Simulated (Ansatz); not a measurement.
# Single-point calculation of Ga$_{3}$N

- system: Ga$_{3}$N (Pm-3m, 4 atoms in the cell)
- method: DFT PBE, scalar-relativistic, plane waves, PAW, spin-polarised (Ansatz 0.2.0)

The structure was made by swapping elements on the sites of another compound; it need not be a known phase. It belongs to a series of runs on one base structure; here: anti-ReO3 type (Pm-3m, No. 221).

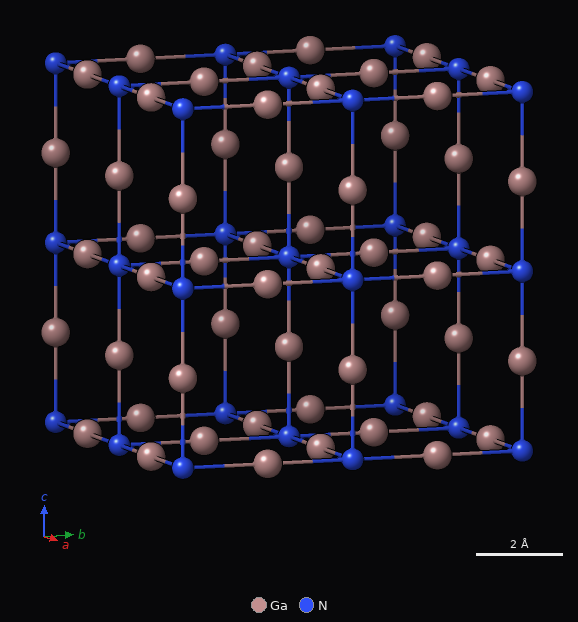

Fig. 1: The structure as given in the input (ball-and-stick view of the cell of the calculation, repeated 2 × 2 × 2, seen slightly off an axis). Near neighbours in the crystal (not all of them lie inside the picture): Ga has 2 N at 2.11 Å; N has 6 Ga at 2.11 Å.

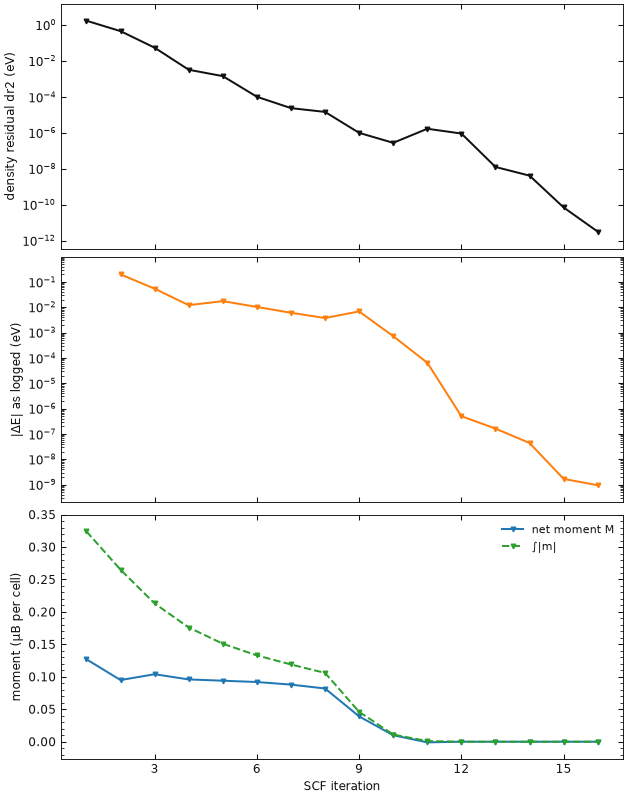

Fig. 2: Convergence of the self-consistent field: density residual dr2, size of the energy change and magnetic moment against the SCF iteration. The residual comes down, with one marked jump up, by a factor of about 6, at step 11. The net moment goes from 0.1 to 0.0 μB per cell, and ∫|m| falls to zero.

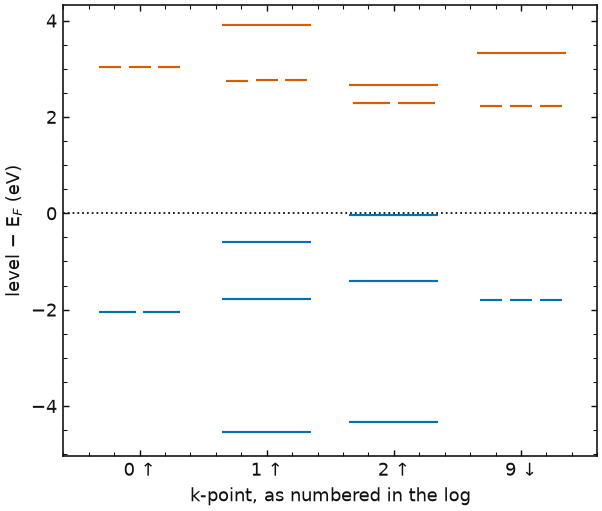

Fig. 3: Kohn–Sham levels near the Fermi level (dotted) at the few k-points that the log prints; levels within 0.02 eV of each other stand side by side. The system is metallic on the full mesh.

These pictures come from the run below.

## Input file
```yaml
crystal:
  lattice:
    - [4.2266666887, 0.0, 0.0]
    - [0.0, 4.2266666887, 0.0]
    - [0.0, 0.0, 4.2266666887]
  atoms:
    - { symbol: Ga, position: [0.5, 0.0, 0.0] }
    - { symbol: Ga, position: [0.0, 0.5, 0.0] }
    - { symbol: Ga, position: [0.0, 0.0, 0.5] }
    - { symbol: "N", position: [0.0, 0.0, 0.0], spin: 1.0 }
basis:
  ecutwfc: 420
kpoints:
  mp_grid: { grid: [4, 4, 4] }
hamiltonian:
  xc: pbe
scf:
  occupations: { method: gaussian, width: 0.1 }
  lower_state_search: "off"
output:
  forces: true
  stress: true
  eigenvalues: true
  populations: true
magnetization:
  spin_polarized: true
```

Run as:
```bash
ansatz run input.yaml --threads 1 --pin off --max-ram 2560MiB --backend cpu --events-out ev --progress --plain --runs-dir out
```

## The program's output
```
Engine: ansatz 0.2.0, x86_64-unknown-linux-gnu
Pseudopotentials: kind: paw
Pseudopotential: Ga, paw, valence charge 13, recommended cutoff 420 eV (normal), Ga.paw.azcp
Pseudopotential: N, paw, valence charge 5, recommended cutoff 420 eV (normal), N.paw.azcp
Functional definition: PBE
  parameter kappa = 0.804
  parameter beta = 0.06672455060314922
  exchange = pbe_x(kappa = kappa, mu = beta*pi^2/3)
  correlation = pbe_c(beta = beta)
Crystal: 4 atoms, lattice volume = 75.508 Å³
Basis set: ecut = 420 eV, 1419 PW (Γ), exchange–correlation on 60×60×60 points (8 copies of the dense FFT grid, shifted against one another)
Bands: 27, of which v1, the nominal top of the filled ones, is band 22 counted from 1 (21 counted from 0)
Symmetry: 48 space group operations
Space group: Pm-3m (ITA 221), of the structure as read, at distance tolerance 4.2e-5 Å
Magnetic group: BNS 221.92 (UNI 1594), of the structure as read, at distance tolerance 4.2e-5 Å
k-points: 10 of 64
Non-local potential: Ga, projectors of the file, l = 0: 2, l = 1: 2, l = 2: 3, l = 3: 1
Non-local potential: N, projectors of the file, l = 0: 2, l = 1: 2, l = 2: 1
PAW form: soft (Blöchl's): semilocal exchange-correlation on the pseudo side does not see the compensation charge
PAW one-centre angular grid: Ga, 590 points (default); XC on 64 Gauss nodes
PAW one-centre angular grid: N, 110 points (default); XC on 64 Gauss nodes
Initial density: superposition of atomic densities (chi_scale 0.1, normalization cell, long waves kept (reshape's long-wave potential 0.03 eV rms))
Starting moments: Σ|m| = 1 μB on 1 of 4 sites
Initial wavefunctions: pseudopotential atomic-orbital guess
Functional: x = pbe(κ = 0.804, μ = 0.2195149727645171), c = pbe(β = 0.06672455060314922)
SCF iter   1: F=—  HF=-11729.782562 eV  |F-HF|=—  |Δ(HF+E_count)|=         —  Δρ=4.17e-2 (↑2.19e-2 ↓4.17e-2)  dr2=1.71e0  dr2_m=2.82e-1  M=0.127 μB ∫|m|=0.324 μB  β_m=0.30  ethr=3.10e-3  ⟨swp⟩=5.8  Hψ=1974  notcnv=0
preconditioner: auto → Kerker (q_TF=auto, 2.493 Å⁻¹)  [metal: Δε(μ)=0.112 eV  Ē_g=15.340 eV  σ=0.100 eV  W_gap=0.47  n_scr=18 (ndim 8)  ℏωp=28.3 eV  f_vac=0.042  D(μ)=2.19/eV (n_scr^D=18)]
spin=Collinear: Kerker preconditioning applied to the charge; magnetization (m = ρ↑ − ρ↓) channel mixes plain (no charge-response kernel on spin).
SCF iter   2: F=—  HF=-11729.585982 eV  |F-HF|=—  |Δ(HF+E_count)|=   1.97e-1  Δρ=2.55e-2 (↑1.77e-2 ↓2.55e-2)  dr2=4.51e-1  dr2_m=1.70e-1  M=0.095 μB ∫|m|=0.265 μB  β_m=0.30  ethr=3.10e-3  ⟨swp⟩=2.0  Hψ=774  notcnv=0  defer=9
preconditioner: auto → Resta (q_TF=auto, 2.493 Å⁻¹)  ε∞=4.5  [insulator: Δε(μ)=0.197 eV  Ē_g=15.182 eV  σ=0.100 eV  W_gap=0.52  n_scr=18 (ndim 8)  ℏωp=28.3 eV  f_vac=0.041  D(μ)=1.62/eV (n_scr^D=6)  ε∞_Penn≈4.5]
spin=Collinear: Resta preconditioning applied to the charge; magnetization (m = ρ↑ − ρ↓) channel mixes plain (no charge-response kernel on spin).
SCF iter   3: F=—  HF=-11729.532554 eV  |F-HF|=—  |Δ(HF+E_count)|=   5.34e-2  Δρ=1.51e-2 (↑1.51e-2 ↓1.21e-2)  dr2=5.41e-2  dr2_m=9.89e-2  M=0.104 μB ∫|m|=0.213 μB  β_m=0.30  ethr=1.03e-3  ⟨swp⟩=2.0  Hψ=750  notcnv=0  defer=12
SCF iter   4: F=—  HF=-11729.544551 eV  |F-HF|=—  |Δ(HF+E_count)|=   1.20e-2  Δρ=9.33e-3 (↑9.17e-3 ↓9.33e-3)  dr2=3.21e-3  dr2_m=5.85e-2  M=0.096 μB ∫|m|=0.176 μB  β_m=0.30  ethr=1.23e-4  ⟨swp⟩=2.4  Hψ=960  notcnv=0  defer=16
SCF iter   5: F=—  HF=-11729.561873 eV  |F-HF|=—  |Δ(HF+E_count)|=   1.73e-2  Δρ=7.24e-3 (↑7.24e-3 ↓7.22e-3)  dr2=1.42e-3  dr2_m=3.55e-2  M=0.094 μB ∫|m|=0.151 μB  β_m=0.30  ethr=7.30e-6  ⟨swp⟩=2.0  Hψ=858  notcnv=0  defer=16
SCF iter   6: F=—  HF=-11729.572057 eV  |F-HF|=—  |Δ(HF+E_count)|=   1.02e-2  Δρ=5.73e-3 (↑5.73e-3 ↓5.51e-3)  dr2=1.01e-4  dr2_m=2.18e-2  M=0.092 μB ∫|m|=0.133 μB  β_m=0.30  ethr=3.23e-6  ⟨swp⟩=2.0  Hψ=957  notcnv=0  defer=16
SCF iter   7: F=—  HF=-11729.578071 eV  |F-HF|=—  |Δ(HF+E_count)|=   6.01e-3  Δρ=4.50e-3 (↑4.41e-3 ↓4.50e-3)  dr2=2.36e-5  dr2_m=1.37e-2  M=0.088 μB ∫|m|=0.119 μB  β_m=0.30  ethr=2.30e-7  ⟨swp⟩=2.7  Hψ=995  notcnv=0  defer=16
Mixer restart at iter 7: flushing history
spin-set hold released at iteration 7 (site moments contracting): the magnetisation degrees of freedom join the quasi-Newton model from the next iteration; the mixer history was flushed
SCF iter   8: F=—  HF=-11729.581804 eV  |F-HF|=—  |Δ(HF+E_count)|=   3.73e-3  Δρ=3.60e-3 (↑3.55e-3 ↓3.60e-3)  dr2=1.45e-5  dr2_m=8.85e-3  M=0.082 μB ∫|m|=0.106 μB  β_m=0.53  ethr=5.37e-8  ⟨swp⟩=3.0  Hψ=1044  notcnv=0  defer=16
SCF iter   9: F=—  HF=-11729.588607 eV  |F-HF|=—  |Δ(HF+E_count)|=   6.80e-3  Δρ=1.04e-3 (↑1.04e-3 ↓1.03e-3)  dr2=9.93e-7  dr2_m=7.38e-4  M=0.039 μB ∫|m|=0.046 μB  β_m=0.82  ethr=3.29e-8  ⟨swp⟩=3.9  Hψ=1435  notcnv=0  defer=16
SCF iter  10: F=—  HF=-11729.589323 eV  |F-HF|=—  |Δ(HF+E_count)|=   7.16e-4  Δρ=1.88e-4 (↑1.72e-4 ↓1.88e-4)  dr2=2.77e-7  dr2_m=2.24e-5  M=0.010 μB ∫|m|=0.011 μB  β_m=0.91  ethr=2.26e-9  ⟨swp⟩=3.9  Hψ=1488  notcnv=0  defer=16
SCF iter  11: F=—  HF=-11729.589387 eV  |F-HF|=—  |Δ(HF+E_count)|=   6.42e-5  Δρ=5.57e-5 (↑1.45e-5 ↓5.57e-5)  dr2=1.68e-6  dr2_m=7.53e-7  M=-0.001 μB ∫|m|=0.001 μB  β_m=0.87  ethr=6.30e-10  ⟨swp⟩=3.5  Hψ=1454  notcnv=0  defer=16
SCF iter  12: F=—  HF=-11729.589388 eV  |F-HF|=—  |Δ(HF+E_count)|=   5.00e-7  Δρ=2.35e-5 (↑2.35e-5 ↓1.01e-5)  dr2=9.11e-7  dr2_m=4.26e-8  M=-0.000 μB ∫|m|=0.000 μB  β_m=0.73  ethr=6.30e-10  ⟨swp⟩=2.5  Hψ=1001  notcnv=0  defer=16
iter 13 did not close the SCF: its close was put off for a magnetic moment that had not settled (scf_convergence_deferred on its scf_iter line)
SCF iter  13: F=-11729.589388 eV  HF=-11729.589388 eV  |F-HF|=1.26e-8  |Δ(HF+E_count)|=   1.63e-7  Δρ=4.81e-6 (↑3.41e-6 ↓4.81e-6)  dr2=1.26e-8  dr2_m=9.25e-9  M=0.000 μB ∫|m|=0.000 μB  β_m=0.83  ethr=2.27e-10  ⟨swp⟩=6.0  Hψ=2224  notcnv=0
iter 14 did not close the SCF: its close was put off for a magnetic moment that had not settled (scf_convergence_deferred on its scf_iter line)
SCF iter  14: F=-11729.589388 eV  HF=-11729.589388 eV  |F-HF|=5.80e-9  |Δ(HF+E_count)|=   4.39e-8  Δρ=2.31e-6 (↑1.17e-6 ↓2.31e-6)  dr2=4.14e-9  dr2_m=1.31e-9  M=0.000 μB ∫|m|=0.000 μB  β_m=0.66  ethr=2.85e-11  ⟨swp⟩=1.9  Hψ=1763  notcnv=0
iter 15 did not close the SCF: its close was put off for a magnetic moment that had not settled (scf_convergence_deferred on its scf_iter line)
SCF iter  15: F=-11729.589388 eV  HF=-11729.589388 eV  |F-HF|=6.15e-10  |Δ(HF+E_count)|=   1.69e-9  Δρ=4.19e-7 (↑4.18e-7 ↓4.19e-7)  dr2=7.03e-11  dr2_m=1.06e-10  M=0.000 μB ∫|m|=0.000 μB  β_m=0.83  ethr=9.40e-12  ⟨swp⟩=1.2  Hψ=1603  notcnv=0
SCF iter  16: F=-11729.589388 eV  HF=-11729.589388 eV  |F-HF|=1.09e-11  |Δ(HF+E_count)|=  9.50e-10  Δρ=7.36e-8 (↑7.36e-8 ↓5.43e-8)  dr2=3.18e-12  dr2_m=2.27e-12  M=-0.000 μB ∫|m|=0.000 μB  ethr=1.00e-12  ⟨swp⟩=1.0  Hψ=1583  notcnv=0
WARN: the starting moments were not kept: the SCF closed with an absolute magnetisation of 2.4e-6 μB, where they sum to 1 μB in size (1 site). That is at most 0.1 of that sum. Measured as dr2_m measures the in/out step, that magnetisation stands 5.3e-13 eV from none, at or under the dr2_threshold of 1.0e-7 eV: it is no larger than a step whose dr2_m would equal this threshold. The system may hold no moment; this SCF shows only that its start led to no more than that. To try another start: raise the starting moments (crystal.atoms[].spin, magnetization.per_species, magnetization.initial_magnetization, or on a non-collinear deck that types none of these the spinor_matrix: blocks that start its atoms; where the total moment is fixed, keep their sum and leave initial_magnetization as it is; typed ones take the place of any that the run laid by itself, positive ones on a crystal's lanthanoids without a Hubbard term where scf.initial_density.shell_occupations: [] is typed) or, if the notice of its spin-set hold's release reads "site moments contracting" or "site moments show no strong build", lengthen the hold (scf.mixing.spin_hold: { on: { confirm: 4 } }; for m-r²SCAN on two components see the key's manual first). Each may lead to a state that holds a moment. A second SCF, from the converged charge density, with the starting moments and any scf.initial_density.shell_occupations laid on it anew, would have followed, and was not run: the deck does not ask for one (magnetization.retry_lost_moments is false, the default). To let it run, set magnetization.retry_lost_moments: true and run the deck again, where that key's refused combinations let it; where memory then withholds it, that run's warning says so.
SCF 1 converged in 16 iterations: F = -11729.589388 eV  dr2 = 3.18e-12
  greatest PAW one-centre occupation: 0.995 electrons in one spin orbital (limit 2), on the Ga atom at site 2 (counted from 0), in its partial waves of l = 2
SCF converged after 16 iterations
Magnetization: -0.0000 μB (22.0000 up, 22.0000 down)
Absolute magnetization: 0.0000 μB (∫|ρ↑−ρ↓|, with the PAW one-centre terms)
Spin contamination: 0.0000 ħ² per cell (⟨S²⟩ above its minimum at these occupations)
Per-site moments (μB) at R_I (Å): [(-1.5644642285272392e-7, 0.8717500045443749), (-1.5644642293744817e-7, 0.8717500045443749), (-1.564464228075218e-7, 0.8717500045443749), (-3.749130403065507e-7, 0.8717500045443749)]
Free energy (F): -11729.589388 eV
Harris-Foulkes:  -11729.589388 eV  (|F-HF|=1.09e-11)
Internal energy: -11729.579538 eV  (E = F + TS)
E sigma→0 (E₀):  -11729.584463 eV
Entropy (-TS):   -0.009850 eV (-2.462 meV/atom)
Fermi energy:    7.280846 eV
--- Per-component energies (eV) ---
  E_band       = -201.044582
  E_kinetic    = 473.019502
  E_local      = -6551.194834  (includes V_loc(G=0)·N_el)
  E_nonlocal   = 1319.088686
  E_hartree    = 3025.587964
  E_xc         = -265.946182
  E_vxc        = -247.917670  (∫ρ·V_xc dr)
  E_paw        = -6089.001133  (= ΣΔE_a)
  E_vpaw       = -1245.215896  (= ΣTr[D̂ρ^β])
  E_aug_tail   = -0.000325  (compensation charges beyond the density's cutoff)
  E_ewald      = -3641.133216
  E_smearing   = -0.009850  (= −TS)
  E_closure    = 0.000000  (closes the sum)
  Σ components = -11729.589388   (vs F -11729.589388, Δ=0.00e0)
--- Forces (eV/Å), atoms counted from 1 ---
  atom   1  Ga     0.00000000    -0.00000000     0.00000000
  atom   2  Ga     0.00000000     0.00000000     0.00000000
  atom   3  Ga     0.00000000    -0.00000000    -0.00000000
  atom   4  N     -0.00000000     0.00000000    -0.00000000
  max |Σ_I F_I| component: 3.30e-29 eV/Å
--- Stress (GPa, compression-positive) ---
        5.464486      -0.000000       0.000000
        0.000000       5.464486       0.000000
        0.000000       0.000000       5.464486
  P = ⅓ Tr σ = 5.4645 GPa (54.645 kbar)
--- Band table (eV; the first three rows and the last of 20) ---
  k-point 0 ↑: bands = ["-9.8976", "-7.6114", "-7.6114", "-7.6114", "-7.5247", "-7.5247", "-7.4125", "-7.4125", "-7.4125", "-7.3537", "-7.3537", "-7.3132", "-7.2494", "-7.2494", "-7.2494", "-6.3155", "1.6744", "1.6744", "1.6744", "1.7274", "5.2375", "5.2375", "10.3113", "10.3113", "10.3113", "12.9606", "12.9606"]
  k-point 1 ↑: bands = ["-9.7198", "-7.6030", "-7.5700", "-7.5700", "-7.5187", "-7.4956", "-7.4328", "-7.4207", "-7.4156", "-7.4156", "-7.3528", "-7.3364", "-7.3091", "-7.3091", "-7.2494", "-6.3627", "-0.1481", "1.8630", "1.8630", "2.7329", "5.5110", "6.6932", "10.0230", "10.0426", "10.0426", "11.1857", "11.9789"]
  k-point 2 ↑: bands = ["-9.5090", "-7.5937", "-7.5501", "-7.5121", "-7.4754", "-7.4754", "-7.4517", "-7.4508", "-7.4508", "-7.4296", "-7.3897", "-7.3897", "-7.3746", "-7.3516", "-7.2493", "-6.4100", "-0.9466", "2.0682", "2.0682", "2.9514", "5.8707", "7.2502", "9.5657", "9.5657", "9.9465", "11.6493", "11.6493"]
  k-point 9 ↓: bands = ["-8.2030", "-7.7038", "-7.7038", "-7.7038", "-7.5358", "-7.5110", "-7.5110", "-7.5110", "-7.3927", "-7.3927", "-7.3927", "-7.3869", "-7.3869", "-7.2886", "-7.2886", "-7.2886", "0.3428", "0.3428", "0.3428", "5.4864", "5.4864", "5.4864", "9.5152", "9.5152", "9.5152", "10.6018", "12.0541"]
--- Löwdin populations: 4 sites ---
  site symbol       q [e]    m [muB]
     0     Ga     12.7341    -0.0000
     1     Ga     12.7341    -0.0000
     2     Ga     12.7341    -0.0000
     3      N      5.6885    -0.0000
  spilling = 0.002484 (of n_electrons = 44.000000)
```

## File populations.tsv
```
# site	symbol	l	j	q_up	q_dn
# orbitals = lowdin
# n_electrons = 44.000000
# spilling = 0.002484
0	Ga	0_4S	-	0.629101	0.629101
0	Ga	1_4P	-	0.744087	0.744087
0	Ga	2_3D	-	4.993841	4.993841
1	Ga	0_4S	-	0.629101	0.629101
1	Ga	1_4P	-	0.744087	0.744087
1	Ga	2_3D	-	4.993841	4.993841
2	Ga	0_4S	-	0.629101	0.629101
2	Ga	1_4P	-	0.744087	0.744087
2	Ga	2_3D	-	4.993841	4.993841
3	N	0_2S	-	0.835608	0.835608
3	N	1_2P	-	2.008648	2.008649
```

## Summary

- outcome: converged
- space group (tolerance 0.01 Å): Pm-3m (221)
- electrons treated: 44
- free energy: −11729.5894 eV
- Fermi energy: 7.281 eV
- gap on the k-point mesh: none (metallic)
- net moment of the cell: 0.00 μB
- integrated absolute moment: 0.00 μB
- pressure: 5.46 GPa
- largest force (length of the vector): under 0.001 eV/Å
- hardware: 1 thread of Intel Xeon (Granite Rapids), 192 GiB of memory available, shared host
- wall time: 2.5 s
- peak memory: 0.35 GiB

## Notes

The program warns: some starting moments were not kept. The cell is under a pressure of 5.5 GPa at this level, so it is not at its equilibrium volume.
